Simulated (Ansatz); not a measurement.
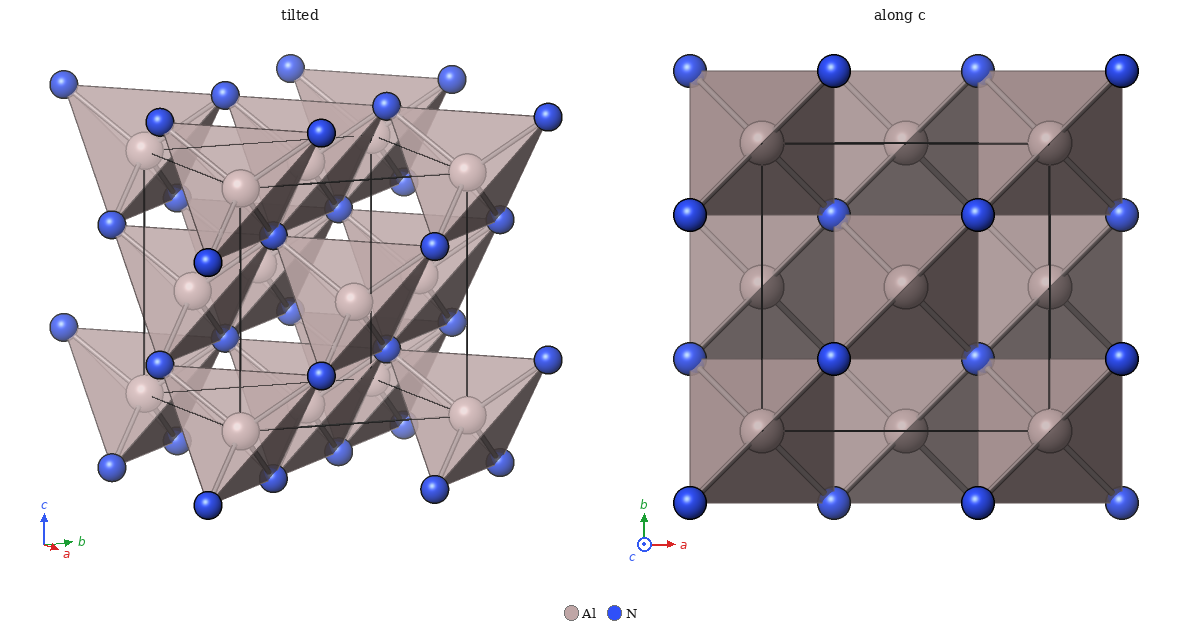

The crystal in a polyhedral representation, seen slightly off an axis and along the c axis. Lines trace the edges of the conventional unit cell. A few atoms beyond the faces are included. Cell: a = 4.403 Å, b = 4.403 Å, c = 4.403 Å, α = 90.00°, β = 90.00°, γ = 90.00°.

Formula: AlN. The symmetry is that of F-43m (No. 216), on a face-centred cubic lattice. Structure type: zinc blende (sphalerite type). The cell has 8 atoms, namely 4 Al, 4 N. The polyhedra are AlN4 tetrahedra; they share corners. The Al atoms are each bonded to four N in a tetrahedral arrangement at about 1.9 Å. Each N has four Al in a tetrahedral arrangement at about 1.9 Å. The bonds build a three-dimensional framework.

Origin of the cell: a structure listed in the Materials Project, with elements exchanged, so it need not be a known form of the compound. This is the structure after a relaxation with Ansatz 0.2.0, DFT PBE, scalar-relativistic, plane waves, PAW.
